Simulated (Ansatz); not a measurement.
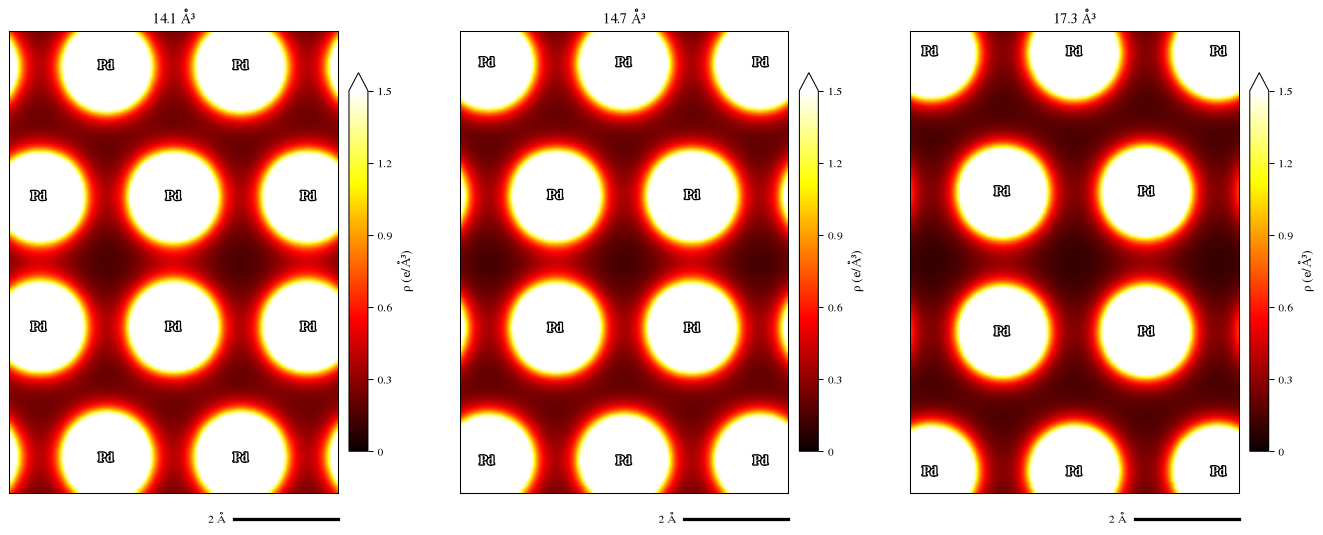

Pd. The valence electron density of cells scaled evenly to different volumes (given per atom above each panel), on the (110) plane of each (indices in the axes of the cell below), at one length scale and on one colour scale.

A generated structure, not necessarily the stable one.

The calculation used Ansatz, DFT, revPBE, plane waves (420 eV) with PAW, scalar-relativistic.

Core electrons are frozen (PAW), and the valence fields are smoothed inside the atomic spheres.

The largest cell:

```
Pd
1.0
     4.70992    0.00000    0.00000
    -2.35496    4.07891    0.00000
     0.00000    0.00000    2.80298
Pd
3
Direct
  0.00000 0.00000 0.00000
  0.33333 0.66667 0.50000
  0.66667 0.33333 0.50000
```

| volume (Å³/atom) | Pd–Pd contact in the plane (Å) | ρ at its midpoint (e/Å³) | pressure (GPa) | 
| --- | --- | --- | --- |
| 14.10 | 2.509 | 0.462 | 26.4 | 
| 14.74 | 2.547 | 0.434 | 15.3 | 
| 16.67 | 2.653 | ? | ? | 
| 17.31 | 2.687 | 0.325 | −8.8 | 
| 17.95 | 2.719 | 0.306 | −11.7 | 

Q: Estimate the missing row, and compare with the calculation.

A: Over the known rows ln ρ falls by 1.99 per Å of Pd–Pd distance (a least-squares line), which gives 0.349 e/Å³ at 2.653 Å; the calculation gives 0.348 e/Å³. For the pressure, a straight line in volume between the neighbouring rows gives −2.8 GPa; the calculation gives −5.0, lower because pressure rises ever faster on compression.
